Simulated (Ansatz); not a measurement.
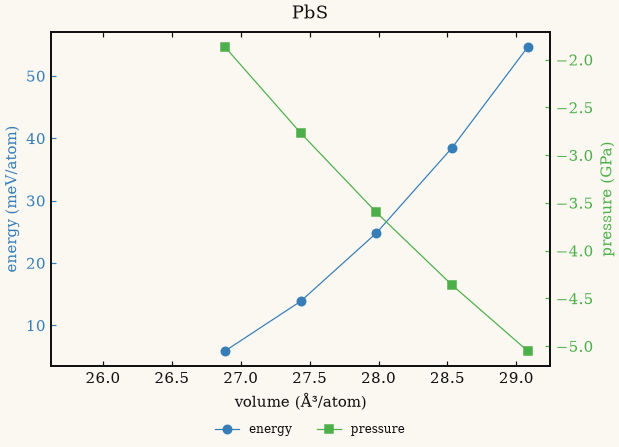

The picture above shows the energy and pressure against volume for PbS, space group P-6m2 (No. 187).

The given structure:
```
CELL_PARAMETERS angstrom
4.08970 0.00000 0.00000
-2.04485 3.54178 0.00000
0.00000 0.00000 3.78817
ATOMIC_POSITIONS crystal
Pb 0.00000 0.00000 0.00000
S 0.66667 0.33333 0.50000
```

How it was computed, with Ansatz 0.2.0: all-electron LAPW DFT, no spin polarisation; energies at scaled volumes of the given cell, shape and fractions fixed, counted from the fit's minimum, third-order Birch-Murnaghan fit. Level: PBEsol.

| setting | value |
| --- | --- |
| k mesh | 8×8×7 |
| occupations | Fermi–Dirac |
| smearing width | 0.05 eV |
| potentials | all electron LAPW, scalar relativistic |
| program settings | basis error eV/atom 0.001 |

The points at volume 25.79 Å³/atom and 26.34 Å³/atom are left out of the plot. What values does the calculation give there?

```
volume (Å³/atom)  energy (meV/atom)  pressure (GPa)
           25.79               0.09            0.28
           26.34               1.16           -0.87
```

Keep in mind: spin-orbit coupling left out, heavy elements; shape and atomic fractions are frozen while scaling, which makes layered, chain and framework solids too stiff.
